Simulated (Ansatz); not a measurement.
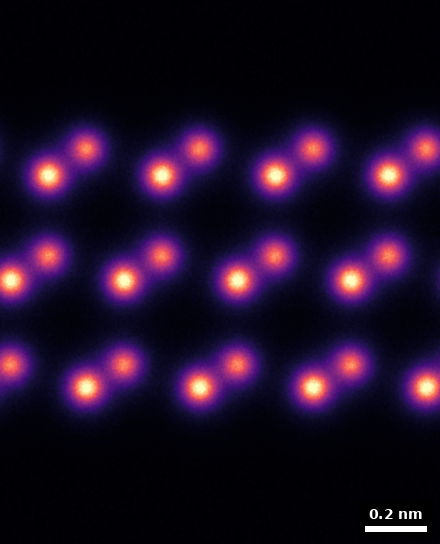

Cross-section of a (111) slab of InAs (F-43m), seen along a direction in its plane, the normal pointing up. Simulated as the projected potential of neutral atoms (B = 0.8 Å²) blurred by a 0.60 Å probe, the thin-sample limit of integrated differential phase contrast. Shot noise was added. Model: the end point of a relaxation in a fixed cell under constraints with DFT PBEsol, scalar-relativistic, plane waves, PAW in Ansatz.

**How many atomic planes does the slab have, and what do they hold from top to bottom?**

6 planes (atoms within 0.35 Å in height count as one plane):

```json
{"plane": "1", "content": "As", "depth below the top plane (Å)": "0.0"}
{"plane": "2", "content": "In", "depth below the top plane (Å)": "0.9"}
{"plane": "3", "content": "As", "depth below the top plane (Å)": "3.5"}
{"plane": "4", "content": "In", "depth below the top plane (Å)": "4.3"}
{"plane": "5", "content": "As", "depth below the top plane (Å)": "7.1"}
{"plane": "6", "content": "In", "depth below the top plane (Å)": "7.8"}
```

**How thick is it, and how does it end on either side?**

The outermost planes are 7.8 Å apart. The upper face ends in As and the lower in In, so the sequence of planes is different from the two sides.
